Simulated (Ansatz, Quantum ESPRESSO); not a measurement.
# Band offsets of the CdS/CuI(110) superlattice, 5 + 5 layers, a = 5.89 Å, part 4 of 7

How do the band edges meet in the CdS/CuI(110) superlattice, 5 + 5 layers, a = 5.89 Å?

Quantum ESPRESSO 7.5; plane-wave DFT, LDA, GBRV ultrasoft pseudopotentials; cross-check by Ansatz 0.2.0 with PAW datasets.

So far. Step 3 (SCF with pw.x of bulk CdS): The run needed 8 iterations to bring the estimated error under 1e-07 Ry.

## 8. Band structure of bulk CuI

b.bands.in

```
&control
  prefix = 'b.bands'
  outdir = './out'
  pseudo_dir = './pseudo'
  calculation = 'bands'
/
&system
  ibrav = 0
  nat = 4
  ntyp = 2
  ecutwfc = 40
  ecutrho = 200
  occupations = 'smearing'
  smearing = 'fd'
  degauss = 0.002
  nbnd = 34
/
&electrons
  conv_thr = 1e-07
  mixing_beta = 0.5
  electron_maxstep = 120
/
ATOMIC_SPECIES
  Cu  63.5460  cu_lda_v1.2.uspp.F.UPF
  I   126.9045  i_lda_v1.uspp.F.UPF
CELL_PARAMETERS angstrom
  5.89000000000000 0.00000000000000 0.00000000000000
  0.00000000000000 4.16485894118876 0.00000000000000
  0.00000000000000 0.00000000000000 4.16485894118876
ATOMIC_POSITIONS crystal
  Cu  0.000000000000 0.000000000000 0.000000000000
  I   0.250000000000 0.500000000000 0.000000000000
  Cu  0.500000000000 0.500000000000 0.500000000000
  I   0.750000000000 0.000000000000 0.500000000000
K_POINTS crystal_b
6
  0.0000000000 0.0000000000 0.0000000000 20
  1.0000000000 0.0000000000 0.0000000000 1
  0.0000000000 0.0000000000 0.0000000000 20
  0.5000000000 0.0000000000 0.5000000000 1
  0.0000000000 0.0000000000 0.0000000000 20
  0.0000000000 0.5000000000 0.5000000000 1
```

Command:

```
$ cp -r out/b.save out/b.bands.save
$ cp out/b.xml out/b.bands.xml
$ OMP_NUM_THREADS=1 mpirun -n 4 pw.x -nk 4 -in b.bands.in > b.bands.out
```

The program printed:

```text
[banner, memory and clock lines left out]
Program PWSCF v.7.5 starts

          URL

     Atomic positions and unit cell read from directory:
     ./out/b.bands.save/

     Found identity + (  0.5000 -0.5000 -0.5000) symmetry
     This is a supercell, fractional translations are disabled
     Message from routine setup:
     using ibrav=0 with symmetry is DISCOURAGED, use correct ibrav instead

     G-vector sticks info

     bravais-lattice index     =            0
     lattice parameter (alat)  =      11.1305  a.u.
     unit-cell volume          =     689.4654 (a.u.)^3
     number of atoms/cell      =            4
     number of atomic types    =            2
     number of electrons       =        52.00
     number of Kohn-Sham states=           34
     kinetic-energy cutoff     =      40.0000  Ry
     charge density cutoff     =     200.0000  Ry
     Exchange-correlation= SLA  PZ   NOGX NOGC
                           (   1   1   0   0   0   0   0)

     celldm(1)=  11.130487  celldm(2)=   0.000000  celldm(3)=   0.000000
     celldm(4)=   0.000000  celldm(5)=   0.000000  celldm(6)=   0.000000

     crystal axes: (cart. coord. in units of alat)
               a(1) = (   1.000000   0.000000   0.000000 )
               a(2) = (   0.000000   0.707107   0.000000 )
               a(3) = (   0.000000   0.000000   0.707107 )

     reciprocal axes: (cart. coord. in units 2 pi/alat)
               b(1) = (  1.000000  0.000000  0.000000 )
               b(2) = (  0.000000  1.414214  0.000000 )
               b(3) = (  0.000000  0.000000  1.414214 )

     PseudoPot. # 1 for Cu read from file:
     ./pseudo/cu_lda_v1.2.uspp.F.UPF
     Pseudo is Ultrasoft + core correction, Zval = 19.0
     Generated by new atomic code, or converted to UPF format
     Using radial grid of  867 points,  6 beta functions with:
                l(1) =   0
                l(2) =   0
                l(3) =   1
                l(4) =   1
                l(5) =   2
                l(6) =   2
     Q(r) pseudized with  8 coefficients,  rinner =    1.150   1.150   1.150
                                                       1.150   1.150

     PseudoPot. # 2 for I  read from file:
     ./pseudo/i_lda_v1.uspp.F.UPF
     Pseudo is Ultrasoft + core correction, Zval =  7.0
     Generated by new atomic code, or converted to UPF format
     Using radial grid of  893 points,  6 beta functions with:
                l(1) =   0
                l(2) =   0
                l(3) =   1
                l(4) =   1
                l(5) =   2
                l(6) =   2
     Q(r) pseudized with  8 coefficients,  rinner =    1.500   1.500   1.500
                                                       1.500   1.500

     atomic species   valence    mass     pseudopotential
     Cu               19.00    63.54600     Cu( 1.00)
     I                 7.00   126.90450     I ( 1.00)

      8 Sym. Ops. (no inversion) found

   Cartesian axes

     site n.     atom                  positions (alat units)
         1        Cu     tau(   1) = (   0.0000000   0.0000000   0.0000000  )
         2        I      tau(   2) = (   0.2500000   0.3535534   0.0000000  )
         3        Cu     tau(   3) = (   0.5000000   0.3535534   0.3535534  )
         4        I      tau(   4) = (   0.7500000   0.0000000   0.3535534  )

     number of k points=    63  Fermi-Dirac smearing, width (Ry)=  0.0020
                       cart. coord. in units 2pi/alat
        k(    1) = (   0.0000000   0.0000000   0.0000000), wk =   0.0317460
        k(    2) = (   0.0500000   0.0000000   0.0000000), wk =   0.0317460
        k(    3) = (   0.1000000   0.0000000   0.0000000), wk =   0.0317460
        k(    4) = (   0.1500000   0.0000000   0.0000000), wk =   0.0317460
        k(    5) = (   0.2000000   0.0000000   0.0000000), wk =   0.0317460
        k(    6) = (   0.2500000   0.0000000   0.0000000), wk =   0.0317460
        k(    7) = (   0.3000000   0.0000000   0.0000000), wk =   0.0317460
        k(    8) = (   0.3500000   0.0000000   0.0000000), wk =   0.0317460
        k(    9) = (   0.4000000   0.0000000   0.0000000), wk =   0.0317460
        k(   10) = (   0.4500000   0.0000000   0.0000000), wk =   0.0317460
        k(   11) = (   0.5000000   0.0000000   0.0000000), wk =   0.0317460
        k(   12) = (   0.5500000   0.0000000   0.0000000), wk =   0.0317460
        k(   13) = (   0.6000000   0.0000000   0.0000000), wk =   0.0317460
        k(   14) = (   0.6500000   0.0000000   0.0000000), wk =   0.0317460
        k(   15) = (   0.7000000   0.0000000   0.0000000), wk =   0.0317460
        k(   16) = (   0.7500000   0.0000000   0.0000000), wk =   0.0317460
        k(   17) = (   0.8000000   0.0000000   0.0000000), wk =   0.0317460
        k(   18) = (   0.8500000   0.0000000   0.0000000), wk =   0.0317460
        k(   19) = (   0.9000000   0.0000000   0.0000000), wk =   0.0317460
        k(   20) = (   0.9500000   0.0000000   0.0000000), wk =   0.0317460
        k(   21) = (   1.0000000   0.0000000   0.0000000), wk =   0.0317460
        k(   22) = (   0.0000000   0.0000000   0.0000000), wk =   0.0317460
        k(   23) = (   0.0250000   0.0000000   0.0353553), wk =   0.0317460
        k(   24) = (   0.0500000   0.0000000   0.0707107), wk =   0.0317460
        k(   25) = (   0.0750000   0.0000000   0.1060660), wk =   0.0317460
        k(   26) = (   0.1000000   0.0000000   0.1414214), wk =   0.0317460
        k(   27) = (   0.1250000   0.0000000   0.1767767), wk =   0.0317460
        k(   28) = (   0.1500000   0.0000000   0.2121320), wk =   0.0317460
        k(   29) = (   0.1750000   0.0000000   0.2474874), wk =   0.0317460
        k(   30) = (   0.2000000   0.0000000   0.2828427), wk =   0.0317460
        k(   31) = (   0.2250000   0.0000000   0.3181981), wk =   0.0317460
        k(   32) = (   0.2500000   0.0000000   0.3535534), wk =   0.0317460
        k(   33) = (   0.2750000   0.0000000   0.3889087), wk =   0.0317460
        k(   34) = (   0.3000000   0.0000000   0.4242641), wk =   0.0317460
        k(   35) = (   0.3250000   0.0000000   0.4596194), wk =   0.0317460
        k(   36) = (   0.3500000   0.0000000   0.4949747), wk =   0.0317460
        k(   37) = (   0.3750000   0.0000000   0.5303301), wk =   0.0317460
        k(   38) = (   0.4000000   0.0000000   0.5656854), wk =   0.0317460
        k(   39) = (   0.4250000   0.0000000   0.6010408), wk =   0.0317460
        k(   40) = (   0.4500000   0.0000000   0.6363961), wk =   0.0317460
        k(   41) = (   0.4750000   0.0000000   0.6717514), wk =   0.0317460
        k(   42) = (   0.5000000   0.0000000   0.7071068), wk =   0.0317460
        k(   43) = (   0.0000000   0.0000000   0.0000000), wk =   0.0317460
[...]
14.6780  14.6780

          k = 0.0000 0.0000 0.0000 (  2935 PWs)   bands (ev):

  -103.7012-103.7006 -61.5757 -61.5756 -61.5756 -61.5750 -61.5749 -61.5749
    -7.2258  -6.3024   1.1959   3.2209   3.2209   3.2514   3.2515   3.2515
     4.9737   5.0246   5.0246   5.0980   5.1238   5.4547   5.4547   7.3256
     7.3257   7.3257   8.4915   9.7541  10.0942  12.0838  12.0838  12.0838
    15.4274  16.9577

          k = 0.0000 0.0354 0.0354 (  2933 PWs)   bands (ev):

  -103.7012-103.7006 -61.5757 -61.5756 -61.5756 -61.5750 -61.5749 -61.5749
    -7.2209  -6.3022   1.2038   3.2027   3.2183   3.2369   3.2511   3.2511
     4.9730   5.0229   5.0252   5.0908   5.1220   5.4507   5.4678   7.2702
     7.3077   7.3077   8.5680   9.7865  10.1247  12.0436  12.1123  12.1123
    15.4852  16.8379

          k = 0.0000 0.0707 0.0707 (  2933 PWs)   bands (ev):

  -103.7012-103.7006 -61.5757 -61.5756 -61.5756 -61.5750 -61.5749 -61.5749
    -7.2064  -6.3019   1.2275   3.1494   3.1938   3.2109   3.2500   3.2500
     4.9708   5.0181   5.0270   5.0706   5.1201   5.4393   5.5013   7.1361
     7.2553   7.2553   8.7639   9.8823  10.2152  11.9315  12.1962  12.1962
    15.6441  16.5583

          k = 0.0000 0.1061 0.1061 (  2927 PWs)   bands (ev):

  -103.7012-103.7006 -61.5757 -61.5756 -61.5756 -61.5750 -61.5749 -61.5749
    -7.1824  -6.3013   1.2666   3.0655   3.1237   3.1992   3.2482   3.2482
     4.9674   5.0102   5.0300   5.0447   5.1195   5.4223   5.5448   6.9717
     7.1726   7.1726   9.0268  10.0383  10.3629  11.7671  12.3315  12.3316
    15.8183  16.1953

          k = 0.0000 0.1414 0.1414 (  2921 PWs)   bands (ev):

  -103.7012-103.7006 -61.5757 -61.5756 -61.5756 -61.5750 -61.5749 -61.5749
    -7.1494  -6.3006   1.3204   2.9572   3.0292   3.1845   3.2459   3.2459
     4.9629   4.9994   5.0196   5.0340   5.1195   5.4023   5.5898   6.8036
     7.0653   7.0653   9.3234  10.2493  10.5631  11.5714  12.5125  12.5125
    15.6137  15.7828

          k = 0.0000 0.1768 0.1768 (  2923 PWs)   bands (ev):

  -103.7012-103.7006 -61.5757 -61.5756 -61.5756 -61.5750 -61.5749 -61.5749
    -7.1079  -6.2998   1.3876   2.8319   2.9136   3.1683   3.2431   3.2431
     4.9578   4.9863   4.9982   5.0391   5.1197   5.3817   5.6313   6.6423
     6.9397   6.9397   9.6330  10.5087  10.8092  11.3611  12.7327  12.7327
    15.2271  15.3425

          k = 0.0000 0.2121 0.2121 (  2933 PWs)   bands (ev):

  -103.7012-103.7006 -61.5757 -61.5756 -61.5756 -61.5750 -61.5749 -61.5749
    -7.0585  -6.2990   1.4663   2.6973   2.7809   3.1520   3.2400   3.2400
     4.9526   4.9712   4.9812   5.0450   5.1200   5.3627   5.6665   6.4912
     6.8018   6.8018   9.9383  10.8084  11.0928  11.1481  12.9861  12.9862
    14.8694  14.8923

          k = 0.0000 0.2475 0.2475 (  2947 PWs)   bands (ev):

  -103.7012-103.7006 -61.5757 -61.5756 -61.5756 -61.5750 -61.5750 -61.5749
    -7.0021  -6.2983   1.5528   2.5622   2.6352   3.1374   3.2367   3.2367
     4.9478   4.9548   4.9686   5.0516   5.1203   5.3468   5.6942   6.3502
     6.6570   6.6570  10.2206  10.9406  11.1369  11.4012  13.2675  13.2675
    14.3758  14.4506

          k = 0.0000 0.2828 0.2828 (  2943 PWs)   bands (ev):

  -103.7012-103.7006 -61.5757 -61.5756 -61.5756 -61.5750 -61.5750 -61.5749
    -6.9397  -6.2977   1.6400   2.4375   2.4810   3.1258   3.2334   3.2335
     4.9378   4.9439   4.9600   5.0588   5.1206   5.3350   5.7141   6.2178
     6.5100   6.5100  10.4583  10.7443  11.4735  11.7125  13.5721  13.5721
    13.9010  14.0424

          k = 0.0000 0.3182 0.3182 (  2951 PWs)   bands (ev):

  -103.7012-103.7006 -61.5757 -61.5756 -61.5756 -61.5750 -61.5750 -61.5749
    -6.8726  -6.2973   1.7127   2.3223   2.3413   3.1183   3.2303   3.2303
     4.9210   4.9414   4.9551   5.0663   5.1208   5.3277   5.7260   6.0924
     6.3644   6.3644  10.5590  10.6338  11.7688  11.9780  13.5226  13.7183
    13.8965  13.8965

          k = 0.0000 0.3536 0.3536 (  2955 PWs)   bands (ev):

  -103.7012-103.7006 -61.5757 -61.5756 -61.5756 -61.5750 -61.5750 -61.5749
    -6.8021  -6.2972   1.7433   2.1631   2.3027   3.1157   3.2275   3.2276
     4.9052   4.9405   4.9534   5.0741   5.1209   5.3252   5.7299   5.9723
     6.2234   6.2234  10.3961  10.7240  11.9026  12.0940  13.3610  13.5826
    14.2375  14.2375

          k = 0.0000 0.3889 0.3889 (  2951 PWs)   bands (ev):

  -103.7012-103.7006 -61.5757 -61.5757 -61.5756 -61.5750 -61.5750 -61.5750
    -6.7297  -6.2973   1.7127   2.0068   2.3413   3.1183   3.2252   3.2252
     4.8915   4.9414   4.9551   5.0818   5.1208   5.3277   5.7259   5.8562
     6.0894   6.0895  10.2503  10.7383  11.7688  11.9780  13.5226  13.7183
    14.4715  14.5926

          k = 0.0000 0.4243 0.4243 (  2951 PWs)   bands (ev):

  -103.7012-103.7006 -61.5757 -61.5757 -61.5756 -61.5750 -61.5750 -61.5750
    -6.6573  -6.2977   1.6401   1.8568   2.4375   3.1258   3.2233   3.2233
     4.8808   4.9439   4.9600   5.0894   5.1206   5.3350   5.7141   5.7438
     5.9647   5.9647  10.1242  10.6922  11.4735  11.7125  13.9010  14.0424
    14.7186  14.9595

          k = 0.0000 0.4596 0.4596 (  2951 PWs)   bands (ev):

  -103.7012-103.7006 -61.5757 -61.5757 -61.5756 -61.5750 -61.5750 -61.5750
    -6.5867  -6.2983   1.5528   1.7162   2.5622   3.1374   3.2219   3.2220
     4.8740   4.9478   4.9686   5.0966   5.1203   5.3468   5.6349   5.6942
     5.8509   5.8509  10.0182  10.6083  11.1369  11.4012  14.3758  14.4506
    15.0328  15.3359

          k = 0.0000 0.4950 0.4950 (  2957 PWs)   bands (ev):

  -103.7012-103.7006 -61.5757 -61.5757 -61.5756 -61.5751 -61.5750 -61.5750
    -6.5198  -6.2990   1.4663   1.5876   2.6973   3.1520   3.2210   3.2211
     4.8723   4.9526   4.9812   5.1033   5.1200   5.3627   5.5303   5.6665
     5.7495   5.7495   9.9322  10.5065  10.8084  11.0928  14.8924  14.8963
    15.3864  15.7188

          k = 0.0000 0.5303 0.5303 (  2939 PWs)   bands (ev):

  -103.7012-103.7006 -61.5757 -61.5757 -61.5756 -61.5751 -61.5751 -61.5750
    -6.4587  -6.2998   1.3876   1.4737   2.8319   3.1683   3.2206   3.2206
     4.8766   4.9578   4.9982   5.1092   5.1197   5.3817   5.4310   5.6313
     5.6616   5.6616   9.8656  10.4014  10.5087  10.8092  15.3425  15.4392
    15.7550  16.1043

          k = 0.0000 0.5657 0.5657 (  2950 PWs)   bands (ev):

  -103.7012-103.7006 -61.5758 -61.5757 -61.5756 -61.5751 -61.5751 -61.5750
    -6.4054  -6.3006   1.3204   1.3768   2.9572   3.1845   3.2204   3.2205
     4.8876   4.9629   5.0196   5.1143   5.1195   5.3385   5.4023   5.5882
     5.5882   5.5898   9.8170  10.2493  10.3028  10.5630  15.7828  15.9871
    16.1158  16.4854

          k = 0.0000 0.6010 0.6010 (  2948 PWs)   bands (ev):

  -103.7012-103.7006 -61.5758 -61.5757 -61.5756 -61.5751 -61.5751 -61.5750
    -6.3616  -6.3013   1.2666   1.2991   3.0655   3.1992   3.2205   3.2205
     4.9058   4.9674   5.0447   5.1184   5.1195   5.2543   5.4223   5.5303
     5.5303   5.5448   9.7846  10.0383  10.2177  10.3629  16.1954  16.4447
    16.5188  16.8499

          k = 0.0000 0.6364 0.6364 (  2942 PWs)   bands (ev):

  -103.7012-103.7006 -61.5758 -61.5758 -61.5756 -61.5751 -61.5751 -61.5750
    -6.3291  -6.3019   1.2275   1.2422   3.1494   3.2109   3.2207   3.2207
     4.9306   4.9708   5.0706   5.1201   5.1214   5.1809   5.4393   5.4885
     5.4885   5.5013   9.7656   9.8823  10.1514  10.2152  16.5583  16.7142
    16.9993  17.1742

          k = 0.0000 0.6718 0.6718 (  2962 PWs)   bands (ev):

  -103.7012-103.7006 -61.5758 -61.5758 -61.5756 -61.5751 -61.5751 -61.5750
    -6.3091  -6.3022   1.2038   1.2075   3.2026   3.2183   3.2208   3.2208
     4.9583   4.9730   5.0908   5.1220   5.1232   5.1234   5.4507   5.4632
     5.4632   5.4678   9.7566   9.7865  10.1089  10.1247  16.8379  16.8941
    17.3631  17.4142

          k = 0.0000 0.7071 0.7071 (  2952 PWs)   bands (ev):

  -103.7012-103.7006 -61.5758 -61.5758 -61.5756 -61.5751 -61.5751 -61.5750
    -6.3024  -6.3024   1.1959   1.1959   3.2209   3.2209   3.2209   3.2210
     4.9737   4.9737   5.0978   5.0981   5.1237   5.1240   5.4545   5.4547
     5.4547   5.4549   9.7541   9.7541  10.0942  10.0942  16.9577  16.9578
    17.5064  17.5065

     XML data file, pseudopotentials, collected wavefunctions

                                        0.00s GPU  (    1188 calls)
```

The job ended after 30 s (4 MPI ranks of Arm Neoverse V1, shared host; peak memory 0.31 GiB).

Numbers from this step:

| Property | Result |
| --- | --- |
| valence top, on the run's zero | 7.326 eV |
| conduction bottom, on the run's zero | 8.492 eV |
| gap by band count | 1.166 eV |

Band numbers count within the set of bands kept for display; the cell holds two formula units, so the X point along 001 folds onto the zone centre. The electronic bands at the labelled points (eV, zero at the Fermi level, which the smearing puts inside the gap; v1 is the highest filled band, c1 the lowest empty one):

```tsv
point	v4	v3	v2	v1	c1	c2	c3	c4
L	-1.55	-1.55	-1.55	-1.55	1.42	1.42	4.67	4.67
Γ	-2.54	-0.67	-0.67	-0.67	0.49	1.76	2.10	4.09
X	-2.54	-2.54	-2.54	-2.54	1.76	1.76	2.10	2.10
```

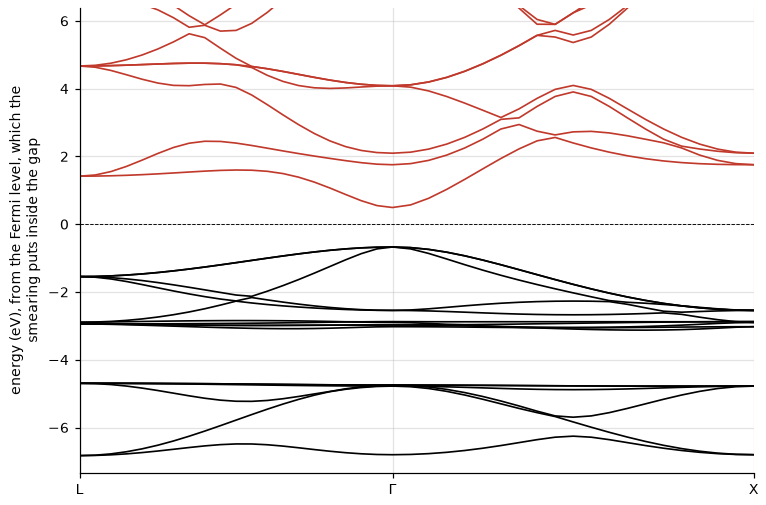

Electronic bands along the path; lines of filled and empty bands in two colours.

## 9. Potential by pp.x of bulk CuI

b.pot.in

```
&inputpp
  prefix = 'b'
  outdir = './out'
  filplot = 'b.pot.dat'
  plot_num = 11
/
```

Command:

```
$ OMP_NUM_THREADS=1 mpirun -n 4 pp.x -in b.pot.in > b.pot.out
```

Elapsed: 0.86 s, on 4 MPI ranks; peak memory 0.1 GiB; 3.2 s of CPU time.

## 10. Planar and running averages of bulk CuI

b.avg.in

```
1
b.pot.dat
1.0
40
3
7.8704427465
```

Command:

```
$ OMP_NUM_THREADS=1 average.x < b.avg.in > b.avg.out
```

The job ended after 0.48 s (1 MPI rank; peak memory 0.1 GiB).

Numbers from this step:

* average.x's running mean over the crystal, on the run's own zero: 1.878 eV
* mean potential by an exact Fourier window over the crystal, on the run's own zero: 1.878 eV

(Part 4 of 7 ends here.)

[Logs are printed without paths, hosts, clocks, repeated set-up lines and the standing remarks that a program may print on its own settings, such as how far it seeks lower states.]

[Hosts, paths, dates, database ids (printed as entryN), source tags and the programs' standing remarks are cut or masked in the printed files.]

[Maps of the electrostatic potential energy from Ansatz leave out the sawtooth potential of an applied field or a dipole correction, so their vacuum need not be flat; planar profiles and work functions include it.]
